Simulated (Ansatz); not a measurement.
## A series of single points on TiO₂

System: TiO₂ (P4₂/mnm, 6 atoms in the cell).
Method: Kohn-Sham DFT of a periodic cell, m-r2SCAN, Ansatz PAW, no spin polarisation (Ansatz 0.2.0).

The 7 runs differ only in the geometry, by an even scaling of the cell at fixed fractional positions. The structure derives from a Materials Project entry.

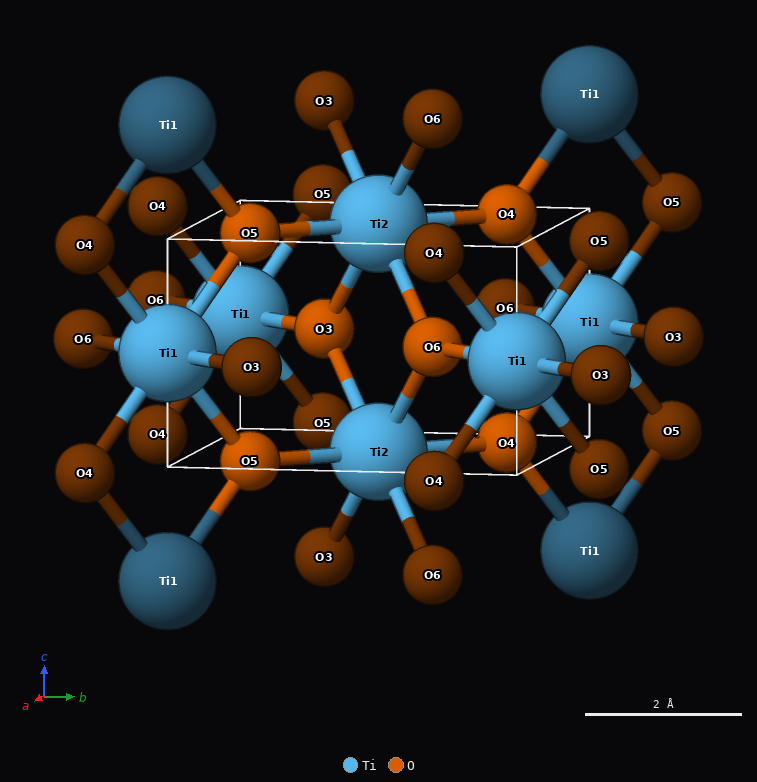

Figure 1. The structure of run 4 (ball-and-stick view of the cell of the calculation, seen slightly off an axis; neighbours outside the cell are drawn fainter; atoms are numbered from 1 in the order of the input).

### Input of run 4
```yaml
crystal:
  lattice:
    - [4.5998373239, 0.0, 0.0]
    - [0.0, 4.5998373239, 0.0]
    - [0.0, 0.0, 2.95921356]
  atoms:
    - { symbol: Ti, position: [0.0, 0.0, 0.5] }
    - { symbol: Ti, position: [0.5, 0.5, 0.0] }
    - { symbol: O, position: [0.30432132, 0.30432132, 0.5] }
    - { symbol: O, position: [0.19567868, 0.80432132, 0.0] }
    - { symbol: O, position: [0.80432132, 0.19567868, 0.0] }
    - { symbol: O, position: [0.69567868, 0.69567868, 0.5] }
hamiltonian:
  xc: mr2scan
  pseudopotentials: { kind: paw }
kpoints:
  mp_grid: { grid: [6, 6, 9] }
scf:
  occupations: { method: fermi_dirac, width: 0.05 }
output:
  forces: true
  stress: true
  eigenvalues: true
```

Command:
```bash
ansatz run input.yaml --threads 2 --pin off --max-ram 5120MiB --backend cpu --events-out ev --progress --plain --runs-dir out
```

Lattice vectors (Å) and fractional positions of run 4:
```
   4.599837    0.000000    0.000000
   0.000000    4.599837    0.000000
   0.000000    0.000000    2.959214
Ti  0.000000  0.000000  0.500000
Ti  0.500000  0.500000  0.000000
O   0.304321  0.304321  0.500000
O   0.195679  0.804321  0.000000
O   0.804321  0.195679  0.000000
O   0.695679  0.695679  0.500000
```

Run 2 differs from it as follows:
```diff
-    - [4.5998373239, 0.0, 0.0]
-    - [0.0, 4.5998373239, 0.0]
-    - [0.0, 0.0, 2.95921356]
+    - [4.5376697393, 0.0, 0.0]
+    - [0.0, 4.5376697393, 0.0]
+    - [0.0, 0.0, 2.9192192849]
```

### Results, with one run withheld

| run | volume per atom (Å³) | free energy per atom, from the lowest run given (meV) | pressure (GPa) | gap on the mesh (eV) |
| --- | --- | --- | --- | --- |
| 1 | 9.809 | 28.71 | 16.57 | 2.37 |
| 2 | 10.018 | ? | ? | ? |
| 3 | 10.227 | 2.11 | 4.28 | 2.25 |
| 4 | 10.435 | 0.00 | −0.95 | 2.20 |
| 5 | 10.644 | 4.36 | −5.67 | 2.14 |
| 6 | 10.853 | 14.56 | −9.91 | 2.09 |
| 7 | 11.062 | 29.99 | −13.72 | 2.04 |

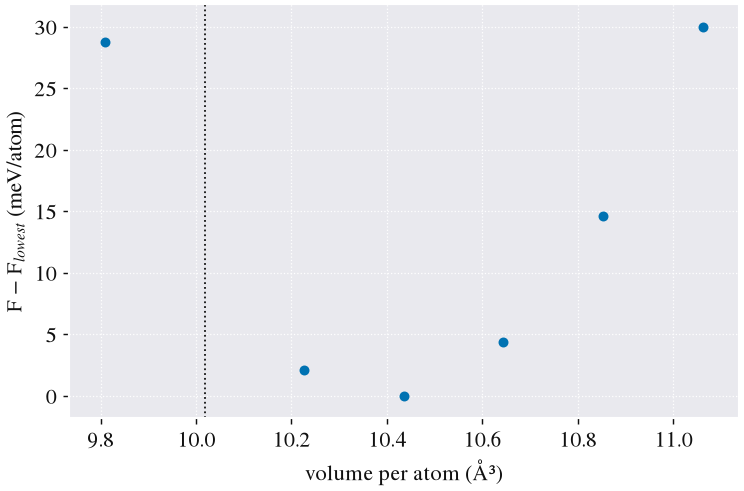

Figure 2. Free energy per atom of the runs given; the dotted line marks run 2.

Fit the runs given and predict run 2.

A cubic polynomial in V^(−2/3) (the Birch–Murnaghan form), fitted to the 6 runs given, misses them by at most 0.01 meV per atom. With x = V^(−2/3) − 0.20866 Å⁻², it reads F = 0.5741 − 1067.6 x + 4.1619e+05 x² + 2.6117e+05 x³ (meV per atom). At run 2 it gives 11.40 meV per atom, and the run itself gives 11.42. The slope of the fit gives a pressure −dF/dV of 10.09 GPa there, and the run prints 10.10 GPa. The fit has its minimum at 10.396 Å³ per atom, where V d²F/dV² gives 252 GPa. Cell shape and fractional positions are held, so this is the stiffness under even scaling; the relaxed bulk modulus wasn't computed. The gap on the mesh goes, without turning, from 2.37 eV in run 1 to 2.04 eV in run 7; run 2 has 2.31 eV. These are gaps of this functional on this mesh, which can miss the band edges; they aren't the measured gap.

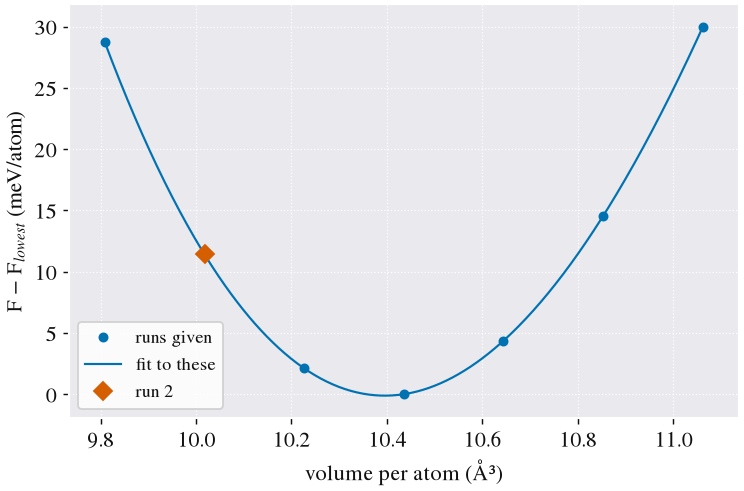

Figure 3. The fit and the withheld run.

### Output, shortened to warnings, some set-up lines, iterations and results (run 2)
```
Basis set: ecut = 500 eV, 1551 PW (Γ), exchange–correlation on 144×144×96 points (64 copies of the dense FFT grid, shifted against one another)
Symmetry: 16 space group operations
k-points: 50 of 324
Initial density: superposition of atomic densities (neutral atoms: chi_scale 0, normalization atom), corrected by the library's trained network
[...]
SCF iter   1: F=—  HF=-7292.474613 eV  |F-HF|=—  |Δ(HF+E_count)|=         —  Δρ=2.70e-2  dr2=5.01e-1  dr2_τ=4.12e-1  ethr=1.77e-3  ⟨swp⟩=5.2  Hψ=6031  notcnv=0
SCF iter   2: F=—  HF=-7292.511853 eV  |F-HF|=—  |Δ(HF+E_count)|=   3.72e-2  Δρ=1.11e-2  dr2=3.18e-2  dr2_τ=2.39e-2  ethr=1.04e-3  ⟨swp⟩=3.0  Hψ=3300  notcnv=0  defer=75
SCF iter   3: F=—  HF=-7292.508535 eV  |F-HF|=—  |Δ(HF+E_count)|=   3.32e-3  Δρ=3.99e-3  dr2=5.34e-3  dr2_τ=5.16e-4  ethr=6.62e-5  ⟨swp⟩=2.0  Hψ=2450  notcnv=0  defer=75
SCF iter   4: F=—  HF=-7292.508489 eV  |F-HF|=—  |Δ(HF+E_count)|=   4.60e-5  Δρ=1.11e-3  dr2=3.47e-4  dr2_τ=9.15e-5  ethr=1.11e-5  ⟨swp⟩=2.0  Hψ=2240  notcnv=0  defer=75
SCF iter   5: F=—  HF=-7292.508551 eV  |F-HF|=—  |Δ(HF+E_count)|=   6.15e-5  Δρ=1.67e-4  dr2=1.82e-5  dr2_τ=1.19e-6  ethr=7.23e-7  ⟨swp⟩=2.1  Hψ=2100  notcnv=0  defer=75
SCF iter   6: F=—  HF=-7292.508555 eV  |F-HF|=—  |Δ(HF+E_count)|=   4.30e-6  Δρ=4.18e-5  dr2=1.41e-6  dr2_τ=7.18e-8  ethr=3.80e-8  ⟨swp⟩=2.0  Hψ=2625  notcnv=0  defer=75
SCF iter   7: F=—  HF=-7292.508555 eV  |F-HF|=—  |Δ(HF+E_count)|=   5.27e-8  Δρ=1.68e-5  dr2=1.92e-7  dr2_τ=1.02e-8  ethr=2.95e-9  ⟨swp⟩=2.2  Hψ=2127  notcnv=0  defer=75
SCF iter   8: F=-7292.508555 eV  HF=-7292.508555 eV  |F-HF|=6.76e-10  |Δ(HF+E_count)|=   1.27e-8  Δρ=1.80e-6  dr2=2.08e-9  dr2_τ=5.26e-11  ethr=2.08e-10  ⟨swp⟩=8.5  Hψ=5585  …
SCF 1 converged in 8 iterations: F = -7292.508555 eV  dr2 = 2.08e-9
SCF converged after 8 iterations
Free energy (F): -7292.508555 eV
Harris-Foulkes:  -7292.508555 eV  (|F-HF|=6.76e-10)
Internal energy: -7292.508555 eV  (E = F + TS)
E sigma→0 (E₀):  -7292.508555 eV
Fermi energy:    10.507342 eV
--- Per-component energies (eV) ---
  E_band       = -414.731385
  E_kinetic    = 1257.313547
  E_local      = -3017.311977  (includes V_loc(G=0)·N_el)
  E_nonlocal   = 192.206015
  E_hartree    = 1150.982137
  E_xc         = -484.367820
  E_vxc        = -695.206651  (∫ρ·V_xc dr)
  E_paw        = -2748.378506  (= ΣΔE_a)
  E_vpaw       = -499.256726  (= ΣTr[D̂ρ^β])
  E_aug_tail   = 0.004540  (compensation charges beyond the density's cutoff)
  E_vtau       = 45.555498  (kinetic-family band-sum trace: ∫τ·v_τ [+ j·A + Jᵃ·Aᵃ] dr)
  E_ewald      = -3642.321813
  E_core_change = -0.634678  (= ΣΔE_core)
  E_smearing   = -0.000000  (= −TS)
  E_closure    = -0.000000  (closes the sum)
  Σ components = -7292.508555   (vs F -7292.508555, Δ=0.00e0)
--- Forces (eV/Å), atoms counted from 1 ---
  atom   1  Ti     0.00000000     0.00000000     0.00000000
  atom   2  Ti    -0.00000000    -0.00000000    -0.00000000
  atom   3  O     -0.10733806    -0.10733806    -0.00000000
  atom   4  O      0.10733806    -0.10733806     0.00000000
  atom   5  O     -0.10733806     0.10733806    -0.00000000
  atom   6  O      0.10733806     0.10733806     0.00000000
  max |Σ_I F_I| component: 1.39e-17 eV/Å
--- Stress (GPa, compression-positive) ---
        9.360429       0.000000       0.000000
        0.000000       9.360429       0.000000
        0.000000       0.000000      11.586576
  P = ⅓ Tr σ = 10.1025 GPa (101.025 kbar)
```
